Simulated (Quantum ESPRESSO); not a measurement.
# Co(0001), 5 layers against a metal electrode, stepped through the charge of the slab, part 2 of 4

What law, if any, do the results for Co(0001), 5 layers against a metal electrode follow against the charge of the slab?

Quantum ESPRESSO 7.5; plane-wave DFT, PBE, GBRV ultrasoft pseudopotentials.

So far. Step 2 (Variable-cell relaxation of the reference):  The last row is no step: it is a fresh SCF in the final cell with a new plane-wave basis, +2 meV from the row before.

## (3) Relaxing the ions of the reference

What the set-up leaves free in this member is relaxed.

System of this step: Co(0001), 5 layers. The cell holds 5 atoms: 5 Co. Cell: a = 2.491 Å, b = 2.491 Å, c = 22.921 Å, α = 90.0°, β = 90.0°, γ = 60.0°. It derives from Co. Vacuum lies along c.

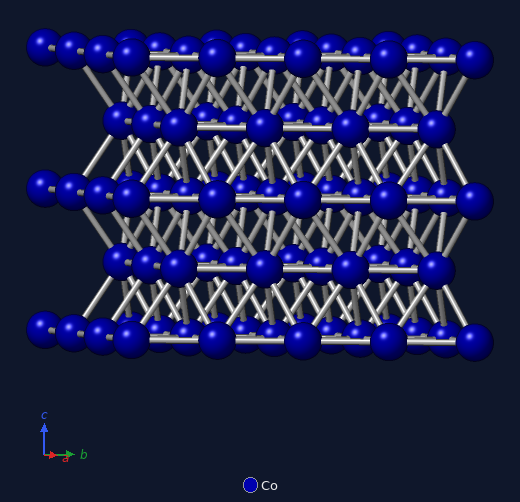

The cell of this step (cobalt blue). 3×4×1 cells are drawn. Some periodic images of atoms are drawn too.

Input file ref.relax.in:

```
&control
  prefix = 'ref.relax'
  outdir = './out'
  pseudo_dir = './pseudo'
  nstep = 40
  forc_conv_thr = 0.001
  calculation = 'relax'
/
&system
  ibrav = 0
  nat = 5
  ntyp = 1
  ecutwfc = 40
  ecutrho = 200
  occupations = 'smearing'
  smearing = 'mv'
  degauss = 0.02
  nspin = 2
  starting_magnetization(1) = 0.28
/
&electrons
  conv_thr = 1e-08
  mixing_beta = 0.4
  electron_maxstep = 120
  mixing_mode = 'local-TF'
/
&ions
/
ATOMIC_SPECIES
  Co  58.9332  co_pbe_v1.2.uspp.F.UPF
CELL_PARAMETERS angstrom
  2.49074828400000 0.00000000000000 0.00000000000000
  1.24537414200000 2.15705128837650 0.00000000000000
  0.00000000000000 0.00000000000000 22.92105502787525
ATOMIC_POSITIONS crystal
  Co  0.000000000000 0.000000000000 0.324079915515
  Co  0.666666666700 0.666666666700 0.412039957757
  Co  0.000000000000 0.000000000000 0.500000000000 0 0 0
  Co  0.666666666700 0.666666666700 0.587960042243
  Co  0.000000000000 0.000000000000 0.675920084485
K_POINTS automatic
  12 12 1 0 0 0
```

Command:

```bash
> OMP_NUM_THREADS=1 mpirun -n 4 pw.x -nk 4 -in ref.relax.in > ref.relax.out
```

What it wrote:

```text
[banner, memory and clock lines left out]
Program PWSCF v.7.5 starts

          URL

     Message from routine setup:
     using ibrav=0 with symmetry is DISCOURAGED, use correct ibrav instead

     G-vector sticks info

     bravais-lattice index     =            0
     lattice parameter (alat)  =       4.7068  a.u.
     unit-cell volume          =     831.0392 (a.u.)^3
     number of atoms/cell      =            5
     number of atomic types    =            1
     number of electrons       =        85.00
     number of Kohn-Sham states=           52
     kinetic-energy cutoff     =      40.0000  Ry
     charge density cutoff     =     200.0000  Ry
     scf convergence threshold =      1.0E-08
     mixing beta               =       0.4000
     number of iterations used =            8  local-TF  mixing
     energy convergence thresh.=      1.0E-04
     force convergence thresh. =      1.0E-03
     Exchange-correlation= SLA  PW   PBE  PBE
                           (   1   4   3   4   0   0   0)
     nstep                     =           40

     celldm(1)=   4.706832  celldm(2)=   0.000000  celldm(3)=   0.000000
     celldm(4)=   0.000000  celldm(5)=   0.000000  celldm(6)=   0.000000

     crystal axes: (cart. coord. in units of alat)
               a(1) = (   1.000000   0.000000   0.000000 )
               a(2) = (   0.500000   0.866025   0.000000 )
               a(3) = (   0.000000   0.000000   9.202477 )

     reciprocal axes: (cart. coord. in units 2 pi/alat)
               b(1) = (  1.000000 -0.577350  0.000000 )
               b(2) = (  0.000000  1.154701  0.000000 )
               b(3) = (  0.000000  0.000000  0.108666 )

     PseudoPot. # 1 for Co read from file:
     ./pseudo/co_pbe_v1.2.uspp.F.UPF
     Pseudo is Ultrasoft + core correction, Zval = 17.0
     Generated by new atomic code, or converted to UPF format
     Using radial grid of  863 points,  6 beta functions with:
                l(1) =   0
                l(2) =   0
                l(3) =   1
                l(4) =   1
                l(5) =   2
                l(6) =   2
     Q(r) pseudized with  8 coefficients,  rinner =    1.200   1.200   1.200
                                                       1.200   1.200

     atomic species   valence    mass     pseudopotential
     Co               17.00    58.93320     Co( 1.00)

     Starting magnetic structure
     atomic species   magnetization
     Co              0.280

     12 Sym. Ops. (no inversion) found

   Cartesian axes

     site n.     atom                  positions (alat units)
         1        Co     tau(   1) = (   0.0000000   0.0000000   2.9823381  )
         2        Co     tau(   2) = (   1.0000000   0.5773503   3.7917884  )
         3        Co     tau(   3) = (   0.0000000   0.0000000   4.6012387  )
         4        Co     tau(   4) = (   1.0000000   0.5773503   5.4106891  )
         5        Co     tau(   5) = (   0.0000000   0.0000000   6.2201394  )

     number of k points=    19  Marzari-Vanderbilt smearing, width (Ry)=  0.0200
                       cart. coord. in units 2pi/alat
        k(    1) = (   0.0000000   0.0000000   0.0000000), wk =   0.0069444
        k(    2) = (   0.0000000   0.0962250   0.0000000), wk =   0.0416667
        k(    3) = (   0.0000000   0.1924501   0.0000000), wk =   0.0416667
        k(    4) = (   0.0000000   0.2886751   0.0000000), wk =   0.0416667
        k(    5) = (   0.0000000   0.3849002   0.0000000), wk =   0.0416667
        k(    6) = (   0.0000000   0.4811252   0.0000000), wk =   0.0416667
        k(    7) = (   0.0000000  -0.5773503   0.0000000), wk =   0.0208333
        k(    8) = (   0.0833333   0.1443376   0.0000000), wk =   0.0416667
        k(    9) = (   0.0833333   0.2405626   0.0000000), wk =   0.0833333
        k(   10) = (   0.0833333   0.3367877   0.0000000), wk =   0.0833333
        k(   11) = (   0.0833333   0.4330127   0.0000000), wk =   0.0833333
        k(   12) = (   0.0833333  -0.6254628   0.0000000), wk =   0.0833333
        k(   13) = (   0.1666667   0.2886751   0.0000000), wk =   0.0416667
        k(   14) = (   0.1666667   0.3849002   0.0000000), wk =   0.0833333
        k(   15) = (   0.1666667  -0.6735753   0.0000000), wk =   0.0833333
        k(   16) = (   0.1666667  -0.5773503   0.0000000), wk =   0.0416667
        k(   17) = (   0.2500000  -0.7216878   0.0000000), wk =   0.0416667
        k(   18) = (   0.2500000  -0.6254628   0.0000000), wk =   0.0833333
        k(   19) = (   0.3333333  -0.5773503   0.0000000), wk =   0.0138889

     Dense  grid:    39819 G-vectors     FFT dimensions: (  24,  24, 200)

     Smooth grid:    28579 G-vectors     FFT dimensions: (  20,  20, 180)

     Check: negative core charge=   -0.000033
     Generating pointlists ...
     new r_m :   0.4101 (alat units)  1.9304 (a.u.) for type    1

     Initial potential from superposition of free atoms

     starting charge      80.0000, renormalised to      85.0000

     negative rho (up, down):  5.899E-05 3.318E-05
     Starting wfcs are   65 randomized atomic wfcs

     per-process dynamical memory:    71.5 Mb

     Self-consistent Calculation

     iteration #  1     ecut=    40.00 Ry     beta= 0.40
     Davidson diagonalization with overlap
     ethr =  1.00E-02,  avg # of iterations =  8.3

     negative rho (up, down):  5.961E-02 3.569E-02

     total energy              =   -1481.63463729 Ry
     estimated scf accuracy    <     174.06208732 Ry

     total magnetization       =     8.34 Bohr mag/cell
     absolute magnetization    =     8.92 Bohr mag/cell

     iteration #  2     ecut=    40.00 Ry     beta= 0.40
     Davidson diagonalization with overlap
     ethr =  1.00E-02,  avg # of iterations =  5.9

     negative rho (up, down):  2.239E-02 1.251E-02

     total energy              =   -1492.08677532 Ry
     estimated scf accuracy    <       2.75207119 Ry

     total magnetization       =    10.56 Bohr mag/cell
     absolute magnetization    =    11.25 Bohr mag/cell

     iteration #  3     ecut=    40.00 Ry     beta= 0.40
     Davidson diagonalization with overlap
     ethr =  3.24E-03,  avg # of iterations =  2.5

     negative rho (up, down):  6.052E-03 2.976E-03

     total energy              =   -1492.32271093 Ry
     estimated scf accuracy    <       0.52939517 Ry

     total magnetization       =     9.39 Bohr mag/cell
     absolute magnetization    =    10.25 Bohr mag/cell

     iteration #  4     ecut=    40.00 Ry     beta= 0.40
     Davidson diagonalization with overlap
     ethr =  6.23E-04,  avg # of iterations =  3.6

[...]
k = 0.0833 0.3368 0.0000 (  3549 PWs)   bands (ev):

   -90.8465 -90.8423 -90.8122 -90.7463 -90.7463 -54.1931 -54.1835 -54.1596
   -54.1250 -54.0742 -54.0378 -54.0284 -54.0221 -54.0036 -54.0031 -53.9749
   -53.9647 -53.9619 -53.8839 -53.8838  -0.6606  -0.1370   0.5851   1.1390
     1.1399   1.4472   1.8047   1.9055   1.9333   2.4761   2.4838   2.6147
     2.7510   2.8943   3.0113   3.0643   3.1618   3.4752   3.6354   3.8708
     3.9067   4.0737   4.1836   4.3057   4.3467   4.4380   4.6169   4.9678
     6.4652   8.4982  10.3154  12.3007

          k = 0.0833 0.4330 0.0000 (  3553 PWs)   bands (ev):

   -90.8366 -90.8342 -90.8065 -90.7395 -90.7395 -54.2037 -54.1994 -54.1675
   -54.1651 -54.1003 -54.0585 -54.0452 -54.0394 -54.0260 -54.0132 -53.9988
   -53.9931 -53.9756 -53.8976 -53.8974   0.1737   0.3346   0.6544   0.9006
     0.9873   1.3200   1.6423   1.7435   1.8618   2.4761   2.7508   2.7879
     2.8764   3.0212   3.1436   3.4988   3.5616   3.7421   4.0246   4.0899
     4.1667   4.4228   4.4336   4.5382   4.5851   5.1169   5.2218   5.9945
     7.6685   9.7335  12.1059  12.9002

          k = 0.0833-0.6255 0.0000 (  3562 PWs)   bands (ev):

   -90.8308 -90.8295 -90.8033 -90.7355 -90.7355 -54.2280 -54.2194 -54.1899
   -54.1532 -54.1137 -54.0727 -54.0515 -54.0448 -54.0370 -54.0166 -54.0119
   -54.0107 -53.9827 -53.9054 -53.9053   0.3815   0.4257   0.6766   0.7560
     0.9061   1.2353   1.5448   1.6539   1.8454   2.4448   2.6665   2.8089
     3.0413   3.2402   3.3410   3.5952   4.0146   4.0904   4.1302   4.4132
     4.4621   4.4729   4.5821   4.6883   4.7046   6.4021   6.5554   7.3286
     8.4544   9.1917  12.1968  12.3547

          k = 0.1667 0.2887 0.0000 (  3557 PWs)   bands (ev):

   -90.8481 -90.8436 -90.8131 -90.7474 -90.7474 -54.1959 -54.1810 -54.1498
   -54.1131 -54.0636 -54.0381 -54.0358 -54.0199 -54.0012 -53.9929 -53.9764
   -53.9571 -53.9557 -53.8878 -53.8878  -0.7840  -0.1933   0.6411   1.3078
     1.3198   1.5587   1.7481   1.9120   1.9807   2.3438   2.3472   2.4127
     2.4926   2.7334   2.8105   3.1424   3.1544   3.4379   3.4673   3.7832
     3.8527   4.0718   4.1784   4.3125   4.3733   4.4244   4.6446   5.0009
     6.3763   8.3489  10.0811  12.1042

          k = 0.1667 0.3849 0.0000 (  3557 PWs)   bands (ev):

   -90.8382 -90.8355 -90.8073 -90.7405 -90.7405 -54.1855 -54.1844 -54.1667
   -54.1521 -54.0877 -54.0587 -54.0579 -54.0422 -54.0129 -54.0094 -54.0020
   -53.9829 -53.9775 -53.9091 -53.9091   0.2040   0.4717   0.8246   1.0948
     1.3022   1.5492   1.6814   1.8614   1.9790   2.3445   2.3909   2.5244
     2.6853   2.8596   2.8879   3.0150   3.0854   3.4125   3.7283   3.9304
     3.9304   4.3634   4.3851   4.5391   4.6034   5.2065   5.4080   6.0822
     7.6199   9.6942  11.7727  13.4816

          k = 0.1667-0.6736 0.0000 (  3545 PWs)   bands (ev):

   -90.8308 -90.8295 -90.8033 -90.7355 -90.7355 -54.2081 -54.1988 -54.1751
   -54.1488 -54.1054 -54.0770 -54.0669 -54.0567 -54.0313 -54.0203 -54.0121
   -54.0043 -53.9894 -53.9250 -53.9249   0.6386   0.6916   0.9567   0.9773
     1.1341   1.4221   1.7186   1.8063   1.8642   2.3319   2.4558   2.6668
     2.8339   2.8895   3.1914   3.3015   3.3509   3.5243   3.9420   4.1062
     4.1090   4.3743   4.4349   4.6796   4.6858   6.4325   6.7839   7.6486
     9.0559  10.5271  12.7159  12.9130

          k = 0.1667-0.5774 0.0000 (  3542 PWs)   bands (ev):

   -90.8280 -90.8273 -90.8019 -90.7336 -90.7336 -54.2172 -54.2075 -54.1815
   -54.1414 -54.1123 -54.0841 -54.0696 -54.0602 -54.0336 -54.0305 -54.0162
   -54.0104 -53.9935 -53.9309 -53.9307   0.6566   0.6978   0.9472   0.9725
     1.1478   1.3854   1.7224   1.7922   1.8369   2.3045   2.4714   2.6305
     2.8916   2.9034   3.2902   3.5050   3.5824   3.5841   3.9990   4.2896
     4.2928   4.3675   4.4488   4.6219   4.6424   7.7583   8.1369   8.7460
     9.1745   9.2302  12.3789  12.6212

          k = 0.2500-0.7217 0.0000 (  3551 PWs)   bands (ev):

   -90.8308 -90.8295 -90.8033 -90.7355 -90.7355 -54.1951 -54.1834 -54.1699
   -54.1473 -54.1016 -54.0883 -54.0767 -54.0546 -54.0331 -54.0191 -54.0107
   -53.9984 -53.9914 -53.9380 -53.9374   0.9229   0.9328   0.9717   1.0234
     1.4292   1.5612   1.6020   1.8389   2.0631   2.2367   2.3304   2.5510
     2.7799   2.8279   2.8842   2.9119   3.1043   3.3356   3.8514   3.9079
     4.0213   4.3274   4.4296   4.6848   4.6956   6.4675   6.8686   7.7627
     9.2542  11.1545  13.4901  13.8818

          k = 0.2500-0.6255 0.0000 (  3540 PWs)   bands (ev):

   -90.8264 -90.8260 -90.8010 -90.7326 -90.7326 -54.1973 -54.1841 -54.1698
   -54.1314 -54.1227 -54.1111 -54.0780 -54.0610 -54.0513 -54.0251 -54.0113
   -54.0067 -53.9994 -53.9584 -53.9566   0.9824   1.0028   1.1805   1.3104
     1.3655   1.5635   1.6431   1.8170   1.9452   2.2682   2.3344   2.4749
     2.7580   2.7608   3.0021   3.0228   3.2757   3.4285   3.8545   4.1280
     4.1337   4.2864   4.3685   4.5966   4.6004   8.2179   8.7671   9.6659
    10.5497  10.6956  12.7409  12.9578

          k = 0.3333-0.5774 0.0000 (  3549 PWs)   bands (ev):

   -90.8248 -90.8248 -90.8002 -90.7315 -90.7315 -54.1845 -54.1653 -54.1586
   -54.1507 -54.1341 -54.1208 -54.0805 -54.0646 -54.0599 -54.0247 -54.0075
   -54.0014 -54.0008 -53.9808 -53.9738   1.0767   1.2871   1.4032   1.4201
     1.4275   1.5787   1.6928   1.7080   1.7106   2.3670   2.4247   2.4524
     2.7539   2.7548   2.7754   2.7815   3.3331   3.4194   3.8305   4.1326
     4.1449   4.2423   4.4046   4.4373   4.5171  10.1390  10.6731  10.7286
    10.8662  11.0723  11.3780  11.4760

 ------ SPIN DOWN ----------

          k = 0.0000 0.0000 0.0000 (  3579 PWs)   bands (ev):

   -88.4636 -88.4463 -88.4251 -88.3055 -88.3054 -51.9350 -51.8538 -51.7285
   -51.6484 -51.6484 -51.6352 -51.6352 -51.6157 -51.6157 -51.5948 -51.5777
   -51.5037 -51.5037 -51.5037 -51.5037  -3.2997  -2.4117  -0.9774   0.4125
     1.0713   4.0247   4.0338   4.4414   4.4743   4.4743   4.4789   4.4838
     4.4838   4.6283   4.6283   4.7583   4.7583   4.8792   4.8792   5.2198
     5.5564   5.5564   5.5701   5.8971   5.8971   6.2601   6.2601   6.5108
     6.5108   6.5726   6.5726   9.5212

          k = 0.0000 0.0962 0.0000 (  3577 PWs)   bands (ev):

   -88.4604 -88.4436 -88.4230 -88.3031 -88.3031 -51.9286 -51.8508 -51.7324
   -51.6656 -51.6537 -51.6486 -51.6396 -51.6384 -51.6192 -51.5894 -51.5790
   -51.5203 -51.5198 -51.5077 -51.5077  -3.0575  -2.1784  -0.7567   0.6231
     1.2587   3.8246   3.9419   4.2638   4.3438   4.4280   4.5133   4.5556
     4.5810   4.5915   4.7383   4.7569   4.8049   4.8470   4.9889   5.1127
     5.1347   5.5062   5.5650   5.8636   5.9329   6.2434   6.3851   6.5198
     6.6009   6.8893   7.2976   9.7458

          k = 0.0000 0.1925 0.0000 (  3542 PWs)   bands (ev):

   -88.4516 -88.4362 -88.4176 -88.2966 -88.2966 -51.9107 -51.8448 -51.7527
   -51.7121 -51.6866 -51.6753 -51.6677 -51.6518 -51.6289 -51.5892 -51.5871
   -51.5629 -51.5591 -51.5187 -51.5187  -2.3547  -1.5093  -0.1405   1.1948
     1.7535   3.4056   3.6844   3.9353   4.0407   4.1980   4.2165   4.4316
     4.6033   4.7998   4.8365   4.8653   4.8700   5.0124   5.0548   5.1478
     5.2936   5.4954   5.5985   5.8298   6.0658   6.2112   6.5349   6.6585
     6.7332   7.6896   8.5403  10.4123

          k = 0.0000 0.2887 0.0000 (  3530 PWs)   bands (ev):

   -88.4392 -88.4262 -88.4104 -88.2877 -88.2877 -51.8869 -51.8478 -51.7995
   -51.7750 -51.7393 -51.6961 -51.6865 -51.6684 -51.6425 -51.6284 -51.6256
   -51.5832 -51.5809 -51.5337 -51.5336  -1.2755  -0.5173   0.6913   1.8567
     2.2762   3.0227   3.3785   3.6046   3.6086   4.0418   4.0552   4.3699
     4.5017   4.6625   4.7673   4.8763   5.0130   5.2855   5.5025   5.5302
     5.7219   5.7728   5.8185   5.9959   6.2320   6.3073   6.5504   6.7104
     7.2582   8.6698   9.9747  11.5001

          k = 0.0000 0.3849 0.0000 (  3550 PWs)   bands (ev):

   -88.4261 -88.4161 -88.4039 -88.2788 -88.2788 -51.8817 -51.8777 -51.8370
   -51.8368 -51.7723 -51.7232 -51.7050 -51.6850 -51.6759 -51.6619 -51.6564
   -51.5887 -51.5877 -51.54
[key lines of the parts left out:]
total energy              =   -1492.33866713 Ry
total magnetization       =     8.69 Bohr mag/cell
the Fermi energy is     5.4583 ev
convergence has been achieved in  14 iterations
```

Elapsed: 3.4 min, on 4 MPI ranks of Arm Neoverse V1, shared host; peak memory 0.56 GiB.

The steps of the relaxation:

```csv
step,energy less that of the first step (eV),largest force (eV/Å)
1,0.0000,0.3565
2,-0.0074,0.2651
3,-0.0130,0.1510
4,-0.0163,0.0256
5,-0.0163,0.0204
```

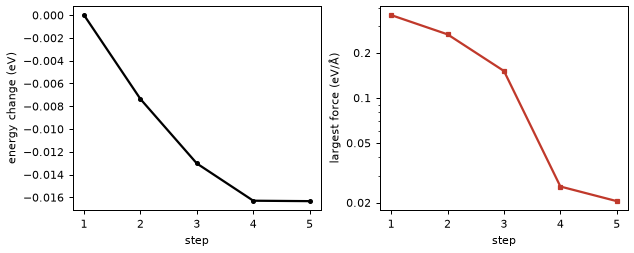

Energy and largest force along the relaxation.

The atoms that moved most (Å):

```csv
atom,dx,dy,dz,length
Co4,0.000,0.000,0.027,0.027
Co2,0.000,0.000,-0.027,0.027
Co1,0.000,0.000,0.023,0.023
Co5,0.000,0.000,-0.023,0.023
```

The relaxed structure:

```cif
data_structure
_symmetry_space_group_name_H-M 'P 1'
_symmetry_Int_Tables_number 1
_cell_length_a 2.4907
_cell_length_b 2.4907
_cell_length_c 22.9211
_cell_angle_alpha 90.000
_cell_angle_beta 90.000
_cell_angle_gamma 60.000
_cell_volume 123.15
loop_
_atom_site_label
_atom_site_type_symbol
_atom_site_fract_x
_atom_site_fract_y
_atom_site_fract_z
_atom_site_occupancy
Co1 Co 0.00000 0.00000 0.32509 1
Co2 Co 0.66667 0.66667 0.41088 1
Co3 Co 0.00000 0.00000 0.50000 1
Co4 Co 0.66667 0.66667 0.58912 1
Co5 Co 0.00000 0.00000 0.67491 1
```

The relaxation lowers the energy by 3 meV an atom. On the free atoms the largest force ends at 0.020 eV/Å.

Read from the output:

```
free energy            : -20304.3020 eV
Fermi energy           : 5.463 eV
magnetization          : 8.69 μB
absolute magnetization : 9.56 μB
site moments           : 1.850, 1.792, 1.779, 1.792, 1.850 μB
```

(Continued in part 3 of 4.)

[Logs are printed without paths, hosts, clocks, repeated set-up lines and the standing remarks that a program may print on its own settings, such as how far it seeks lower states.]

[Hosts, paths, dates, database ids (printed as entryN), source tags and the programs' standing remarks are cut or masked in the printed files.]

[Maps of the electrostatic potential energy from Ansatz leave out the sawtooth potential of an applied field or a dipole correction, so their vacuum need not be flat; planar profiles and work functions include it.]
